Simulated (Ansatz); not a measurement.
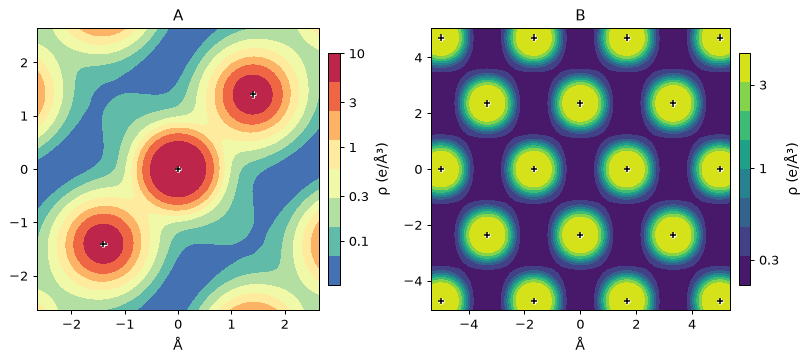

The valence pseudo-density of 2 systems, each on a plane through atoms (crosses mark nuclei in the plane).

The calculation used Kohn-Sham DFT of a periodic cell, revPBE, Ansatz PAW in Ansatz 0.2.0.

System 1: TiO₂, the (001) plane of the conventional cell. Space group P4₂/mnm; a structure from a database of computed crystals, not necessarily the ambient phase; computed pressure about 8 GPa in this cell.

System 2: Ta, the (101) plane of the conventional cell. Space group Im-3m.

Q: Match each panel to its system.

A: Panel A is system 1, TiO₂: the plane holds Ti and O. Ti–O (1.98 Å): the density is about 0.65 e/Å³ at the midpoint. Panel B is system 2, Ta: the plane holds Ta. Ta–Ta (2.88 Å): ρ is about 0.3 e/Å³ halfway.
